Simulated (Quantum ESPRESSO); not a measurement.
# KCl (Fm-3m): a volume series of phonon spectra

Which modes of KCl drive its thermal expansion?

Experimental results on record:
- volume expansion coefficient 111.3 1e-6/K and heat capacity C_P per formula unit 51.7 J/mol/K near room temperature (given in “High-Throughput Prediction of Finite-Temperature Properties using the Quasi-Harmonic Approximation”, 2016, arXiv:1603.06924)
- volume expansion coefficient 114.9 1e-6/K near room temperature (given in “Descriptors for thermal expansion in solids”, 2017, arXiv:1701.03966)

Method: DFT LDA, scalar-relativistic, plane waves, GBRV ultrasoft pseudopotentials, in Quantum ESPRESSO 7.5.

### Step 1. The structure

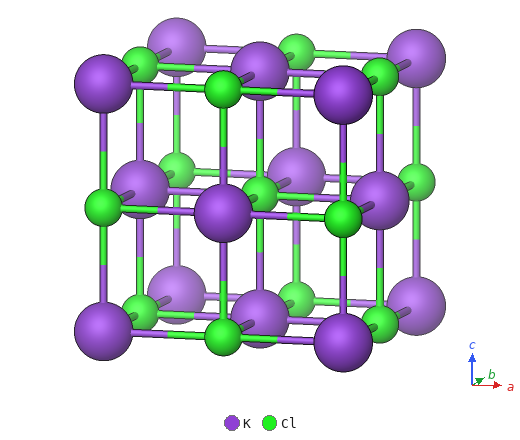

The cell as given, slightly off an axis (potassium purple, chlorine green). This picture shows the conventional cell, with its axes. Some periodic images of atoms are drawn too.

### Step 2. A first coarse run

A cheap single point shows whether the cell is a metal or an insulator and how far it is from rest; that sets the k-mesh and the occupations of what follows.

Input file probe.in:

```
&CONTROL
  calculation = 'scf'
  prefix      = 'x'
  outdir      = './tmp'
  pseudo_dir  = './pseudo'
  tprnfor     = .true.
  tstress     = .true.
  verbosity   = 'high'
/
&SYSTEM
  ibrav       = 0
  nat         = 2
  ntyp        = 2
  ecutwfc     = 40.0
  ecutrho     = 240.0
  occupations = 'smearing'
  smearing    = 'gaussian'
  degauss     = 0.01
/
&ELECTRONS
  conv_thr         = 1.0d-07
  mixing_beta      = 0.7
  electron_maxstep = 100
/
ATOMIC_SPECIES
 K      39.0983  K.upf
 Cl     35.4500  Cl.upf
CELL_PARAMETERS angstrom
     0.000000000    3.146470000    3.146470000
     3.146470000    0.000000000    3.146470000
     3.146470000    3.146470000    0.000000000
ATOMIC_POSITIONS crystal
 K      0.000000000   0.000000000   0.000000000
 Cl     0.500000000   0.500000000   0.500000000
K_POINTS automatic
 6 6 6 0 0 0
```

The run is started by

```console
> OMP_NUM_THREADS=1 mpirun -n 4 pw.x -nk 4 -in probe.in > probe.out
```

What it wrote:

```text
Program PWSCF v.7.5

     This program is part of the open-source Quantum ESPRESSO suite
     for quantum simulation of materials; please cite
         "P. Giannozzi et al., J. Phys.:Condens. Matter 21 395502 (2009);
         "P. Giannozzi et al., J. Phys.:Condens. Matter 29 465901 (2017);
         "P. Giannozzi et al., J. Chem. Phys. 152 154105 (2020);
     in publications or presentations arising from this work. More details at

     Message from routine setup:
     using ibrav=0 with symmetry is DISCOURAGED, use correct ibrav instead

     G-vector sticks info
     --------------------
     sticks:   dense  smooth     PW     G-vecs:    dense   smooth      PW
     Sum        1159     769    241                26469    14331    2421

     Using Slab Decomposition

     bravais-lattice index     =            0
     lattice parameter (alat)  =       8.4089  a.u.
     unit-cell volume          =     420.4336 (a.u.)^3
     number of atoms/cell      =            2
     number of atomic types    =            2
     number of electrons       =        16.00
     number of Kohn-Sham states=           12
     kinetic-energy cutoff     =      40.0000  Ry
     charge density cutoff     =     240.0000  Ry
     scf convergence threshold =      1.0E-07
     mixing beta               =       0.7000
     number of iterations used =            8  plain     mixing
     Exchange-correlation=  SLA  PZ   NOGX NOGC
                           (   1   1   0   0   0   0   0)

     celldm(1)=   8.408867  celldm(2)=   0.000000  celldm(3)=   0.000000
     celldm(4)=   0.000000  celldm(5)=   0.000000  celldm(6)=   0.000000

     crystal axes: (cart. coord. in units of alat)
               a(1) = (   0.000000   0.707107   0.707107 )
               a(2) = (   0.707107   0.000000   0.707107 )
               a(3) = (   0.707107   0.707107   0.000000 )

     reciprocal axes: (cart. coord. in units 2 pi/alat)
               b(1) = ( -0.707107  0.707107  0.707107 )
               b(2) = (  0.707107 -0.707107  0.707107 )
               b(3) = (  0.707107  0.707107 -0.707107 )

     PseudoPot. # 1 for K  read from file:
     ./pseudo/K.upf
     Pseudo is Ultrasoft + core correction, Zval =  9.0
     Using radial grid of  841 points,  6 beta functions with:
                l(1) =   0
                l(2) =   0
                l(3) =   1
                l(4) =   1
                l(5) =   2
                l(6) =   2
     Q(r) pseudized with  6 coefficients,  rinner =    1.500   1.500   1.500
                                                       1.500   1.500

     PseudoPot. # 2 for Cl read from file:
     ./pseudo/Cl.upf
     Pseudo is Ultrasoft + core correction, Zval =  7.0
     Using radial grid of  909 points,  6 beta functions with:
                l(1) =   0
                l(2) =   0
                l(3) =   1
                l(4) =   1
                l(5) =   2
                l(6) =   2
     Q(r) pseudized with  8 coefficients,  rinner =    1.300   1.300   1.300
                                                       1.300   1.300

     atomic species   valence    mass     pseudopotential
     K                 9.00    39.09830     K ( 1.00)
     Cl                7.00    35.45000     Cl( 1.00)

     48 Sym. Ops., with inversion, found

                                    s                        frac. trans.

      isym =  1     identity

 cryst.   s( 1) = (     1          0          0      )
                  (     0          1          0      )
                  (     0          0          1      )

 cart.    s( 1) = (  1.0000000 -0.0000000  0.0000000 )
                  ( -0.0000000  1.0000000  0.0000000 )
                  ( -0.0000000  0.0000000  1.0000000 )

      isym =  2     180 deg rotation - cart. axis [0,0,1]

 cryst.   s( 2) = (     0          1         -1      )
                  (     1          0         -1      )
                  (     0          0         -1      )

 cart.    s( 2) = ( -1.0000000  0.0000000  0.0000000 )
                  (  0.0000000 -1.0000000  0.0000000 )
                  (  0.0000000 -0.0000000  1.0000000 )

      isym =  3     180 deg rotation - cart. axis [0,1,0]

 cryst.   s( 3) = (     0         -1          1      )
                  (     0         -1          0      )
                  (     1         -1          0      )

 cart.    s( 3) = ( -1.0000000 -0.0000000 -0.0000000 )
                  (  0.0000000  1.0000000 -0.0000000 )
                  (  0.0000000  0.0000000 -1.0000000 )

      isym =  4     180 deg rotation - cart. axis [1,0,0]

 cryst.   s( 4) = (    -1          0          0      )
                  (    -1          0          1      )
                  (    -1          1          0      )

 cart.    s( 4) = (  1.0000000  0.0000000 -0.0000000 )
                  ( -0.0000000 -1.0000000 -0.0000000 )
                  ( -0.0000000 -0.0000000 -1.0000000 )

      isym =  5     180 deg rotation - cart. axis [1,1,0]

 cryst.   s( 5) = (    -1          0          1      )
[...]
cart.    s( 5) = ( -0.0000000  1.0000000 -0.0000000 )
[...]
isym =  6     180 deg rotation - cart. axis [1,-1,0]

 cryst.   s( 6) = (     0         -1          0      )
[...]
cart.    s( 6) = (  0.0000000 -1.0000000 -0.0000000 )
[...]
isym =  7      90 deg rotation - cart. axis [0,0,-1]

 cryst.   s( 7) = (     0          1          0      )
[...]
cart.    s( 7) = (  0.0000000  1.0000000  0.0000000 )
[...]
isym =  8      90 deg rotation - cart. axis [0,0,1]

 cryst.   s( 8) = (     1          0         -1      )
[...]
cart.    s( 8) = ( -0.0000000 -1.0000000  0.0000000 )
[...]
isym =  9     180 deg rotation - cart. axis [1,0,1]

 cryst.   s( 9) = (    -1          1          0      )
[...]
cart.    s( 9) = (  0.0000000  0.0000000  1.0000000 )
[...]
isym = 10     180 deg rotation - cart. axis [-1,0,1]

 cryst.   s(10) = (     0          0         -1      )
[...]
cart.    s(10) = ( -0.0000000  0.0000000 -1.0000000 )
[...]
isym = 11      90 deg rotation - cart. axis [0,1,0]

 cryst.   s(11) = (     0          0          1      )
[...]
cart.    s(11) = ( -0.0000000 -0.0000000  1.0000000 )
[...]
isym = 12      90 deg rotation - cart. axis [0,-1,0]

 cryst.   s(12) = (     1         -1          0      )
[...]
1.0000   1.0000   1.0000   1.0000   1.0000   1.0000   1.0000   1.0000
     0.0000   0.0000   0.0000   0.0000

          k = 0.2357 0.0000-0.0000 (  1800 PWs)   bands (ev):

   -26.2459 -11.4646  -9.9144  -9.9144  -9.8246   0.1843   0.5554   0.5554
     6.1654   8.0237   9.4182   9.4193

     occupation numbers
     1.0000   1.0000   1.0000   1.0000   1.0000   1.0000   1.0000   1.0000
     0.0000   0.0000   0.0000   0.0000

          k = 0.3536 0.1179-0.1179 (  1804 PWs)   bands (ev):

   -26.2410 -11.5031  -9.9246  -9.9226  -9.7812  -0.1288   0.3874   0.4387
     7.1654   7.8547  10.1478  10.3054

     occupation numbers
     1.0000   1.0000   1.0000   1.0000   1.0000   1.0000   1.0000   1.0000
     0.0000   0.0000   0.0000   0.0000

          k =-0.2357-0.4714 0.4714 (  1787 PWs)   bands (ev):

   -26.2371 -11.5434  -9.9390  -9.9223  -9.7287  -0.3353   0.2306   0.3112
     7.8887   8.6104  10.6214  10.8662

     occupation numbers
     1.0000   1.0000   1.0000   1.0000   1.0000   1.0000   1.0000   1.0000
     0.0000   0.0000   0.0000   0.0000

          k =-0.1179-0.3536 0.3536 (  1800 PWs)   bands (ev):

   -26.2381 -11.5478  -9.9499  -9.9104  -9.7150  -0.3125   0.2838   0.2947
     7.8312   8.5597  10.2899  10.4229

     occupation numbers
     1.0000   1.0000   1.0000   1.0000   1.0000   1.0000   1.0000   1.0000
     0.0000   0.0000   0.0000   0.0000

          k = 0.0000-0.2357 0.2357 (  1817 PWs)   bands (ev):

[...]
occupation numbers
[...]
k = 0.4714 0.0000-0.0000 (  1768 PWs)   bands (ev):

[...]
occupation numbers
[...]
k =-0.1179-0.5893 0.5893 (  1785 PWs)   bands (ev):

[...]
occupation numbers
[...]
k =-0.0000-0.4714 0.4714 (  1790 PWs)   bands (ev):

[...]
occupation numbers
[...]
k =-0.7071 0.0000 0.0000 (  1772 PWs)   bands (ev):

   -26.2346 -11.3125 -10.0554  -9.9598  -9.9598  -0.0670   0.3949   0.3949
     6.7978   8.5870  10.2723  10.6432

     occupation numbers
     1.0000   1.0000   1.0000   1.0000   1.0000   1.0000   1.0000   1.0000
     0.0000   0.0000   0.0000   0.0000

          k =-0.2357-0.4714 0.7071 (  1806 PWs)   bands (ev):

   -26.2372 -11.4796  -9.9667  -9.9385  -9.7910  -0.1781   0.2948   0.3087
     7.7983   8.0654  10.2358  11.0098

     occupation numbers
     1.0000   1.0000   1.0000   1.0000   1.0000   1.0000   1.0000   1.0000
     0.0000   0.0000   0.0000   0.0000

          k =-0.1179-0.3536 0.5893 (  1792 PWs)   bands (ev):

   -26.2353 -11.4660  -9.9836  -9.9637  -9.7839  -0.1327   0.1634   0.2535
     8.2140   8.4735  10.0124  10.3596

     occupation numbers
     1.0000   1.0000   1.0000   1.0000   1.0000   1.0000   1.0000   1.0000
     0.0000   0.0000   0.0000   0.0000

          k =-0.7071 0.2357 0.0000 (  1786 PWs)   bands (ev):

   -26.2345 -11.3881 -10.0313  -9.9837  -9.8453   0.0224   0.1791   0.2490
     7.5312   9.1938   9.3341  10.5203

     occupation numbers
     1.0000   1.0000   1.0000   1.0000   1.0000   1.0000   1.0000   1.0000
     0.0000   0.0000   0.0000   0.0000

     the Fermi energy is     2.3752 ev

!    total energy              =     -90.53861794 Ry
     estimated scf accuracy    <          2.7E-09 Ry
     smearing contrib. (-TS)   =      -0.00000000 Ry
     internal energy E=F+TS    =     -90.53861794 Ry

     The total energy is F=E-TS. E is the sum of the following terms:
     one-electron contribution =     -30.36561431 Ry
     hartree contribution      =      19.82938030 Ry
     xc contribution           =     -18.33550387 Ry
     ewald contribution        =     -61.66688006 Ry

     convergence has been achieved in   7 iterations

     negative rho (up, down):  1.430E-02 0.000E+00

     Forces acting on atoms (cartesian axes, Ry/au):

     atom    1 type  1   force =    -0.00000000   -0.00000000    0.00000000
     atom    2 type  2   force =    -0.00000000   -0.00000000    0.00000000
     The non-local contrib.  to forces
     atom    1 type  1   force =     0.00000000   -0.00000000    0.00000000
     atom    2 type  2   force =    -0.00000000   -0.00000000    0.00000000
     The ionic contribution  to forces
     atom    1 type  1   force =     0.00000000    0.00000000    0.00000000
     atom    2 type  2   force =     0.00000000   -0.00000000    0.00000000
     The local contribution  to forces
     atom    1 type  1   force =    -0.00000000    0.00000000    0.00000000
     atom    2 type  2   force =    -0.00000000   -0.00000000   -0.00000000
     The core correction contribution to forces
     atom    1 type  1   force =    -0.00000000    0.00000000    0.00000000
     atom    2 type  2   force =    -0.00000000    0.00000000   -0.00000000
     The Hubbard contrib.    to forces
     atom    1 type  1   force =     0.00000000    0.00000000    0.00000000
     atom    2 type  2   force =     0.00000000    0.00000000    0.00000000
     The SCF correction term to forces
     atom    1 type  1   force =     0.00000000   -0.00000000   -0.00000000
     atom    2 type  2   force =    -0.00000000    0.00000000    0.00000000

     Total force =     0.000000     Total SCF correction =     0.000000

     Computing stress (Cartesian axis) and pressure

     negative rho (up, down):  1.430E-02 0.000E+00
          total   stress  (Ry/bohr**3)                   (kbar)     P=      -26.33
  -0.00017898  -0.00000000  -0.00000000          -26.33       -0.00       -0.00
  -0.00000000  -0.00017898  -0.00000000           -0.00      -26.33       -0.00
  -0.00000000  -0.00000000  -0.00017898           -0.00       -0.00      -26.33

     kinetic stress (kbar)   6876.15     -0.00      0.00
                                0.00   6876.15     -0.00
                                0.00      0.00   6876.15

     local   stress (kbar)  -5075.24     -0.00      0.00
                               -0.00  -5075.24      0.00
                                0.00      0.00  -5075.24

     nonloc. stress (kbar)   4816.95     -0.00     -0.00
                               -0.00   4816.95     -0.00
                               -0.00     -0.00   4816.95

     hartree stress (kbar)   2312.69      0.00      0.00
                                0.00   2312.69      0.00
                                0.00      0.00   2312.69

     exc-cor stress (kbar)   -277.13      0.00      0.00
                                0.00   -277.13      0.00
                                0.00      0.00   -277.13

     corecor stress (kbar)  -1487.56     -0.00     -0.00
                               -0.00  -1487.56      0.00
                               -0.00      0.00  -1487.56

     ewald   stress (kbar)  -7192.19      0.00      0.00
                                0.00  -7192.19      0.00
                                0.00      0.00  -7192.19

     hubbard stress (kbar)      0.00      0.00      0.00
                                0.00      0.00      0.00
                                0.00      0.00      0.00

     DFT-D   stress (kbar)      0.00      0.00      0.00
[...]
XDM     stress (kbar)      0.00      0.00      0.00
[...]
dft-nl  stress (kbar)      0.00      0.00      0.00
                                0.00      0.00      0.00
                                0.00      0.00      0.00

     TS-vdW  stress (kbar)      0.00      0.00      0.00
                                0.00      0.00      0.00
                                0.00      0.00      0.00

     MDB     stress (kbar)      0.00      0.00      0.00
                                0.00      0.00      0.00
                                0.00      0.00      0.00

     3D-RISM stress (kbar)      0.00      0.00      0.00
                                0.00      0.00      0.00
                                0.00      0.00      0.00

     Writing all to output data dir ./tmp/x.save/ :
     XML data file, charge density, pseudopotentials, collected wavefunctions

   JOB DONE.
```

It took 2.5 s on 4 MPI ranks of AMD EPYC 9R45, shared host; 9.1 s of CPU time.

Numbers from this step:

- volume per atom: 31.15 Å³
- pressure: -2.633 GPa
- gap on the k-mesh: 4.741 eV

The start is under -2.6 GPa at this level and looks like an insulator or semiconductor on this mesh.

[end of part 1 of 8]

[Logs are printed without paths, hosts, clocks, repeated set-up lines and the standing remarks that a program may print on its own settings, such as how far it seeks lower states.]

[Hosts, paths, dates, database ids (printed as entryN), source tags and the programs' standing remarks are cut or masked in the printed files.]

[A step with changed settings may run another functional than the one named; its input shows which.]

[Of the runs on displaced cells, only some may be shown.]
